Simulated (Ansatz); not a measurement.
```xyz
5
Lattice="5.8700 0.0000 0.0000 0.0000 5.8700 0.0000 0.0000 0.0000 5.8700" Properties=species:S:1:pos:R:3 pbc="T T T"
Pb    2.9350    2.9350    2.9350
Cs    0.0000    0.0000    0.0000
Br    2.9350    2.9350    0.0000
Br    2.9350    0.0000    2.9350
Br    0.0000    2.9350    2.9350
```

Space group Pm-3m.

Theory: Ansatz 0.2.0, Kohn-Sham DFT of a periodic cell, PBEsol, Ansatz PAW.

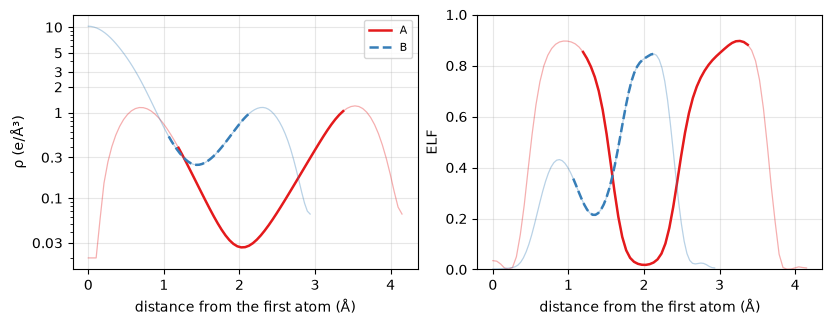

CsPbBr3. Valence pseudo-density and electron localisation function along straight lines between neighbouring atoms. Thin, pale parts lie inside the atomic spheres.

In a PAW calculation such maps are meaningful between the atoms, not at the nuclei.

Q: Which curve belongs to which contact (Cs–Br and Pb–Br)? The first atom named is at distance zero.

A: Curve A: Cs–Br (4.15 Å): ρ is about 0.03 e/Å³ halfway; the ELF is about 0 at the midpoint (an ionic contact with no shared pair). Curve B: Pb–Br (2.94 Å): the density is about 0.25 e/Å³ at the midpoint; the ELF is about 0.25 at the midpoint.
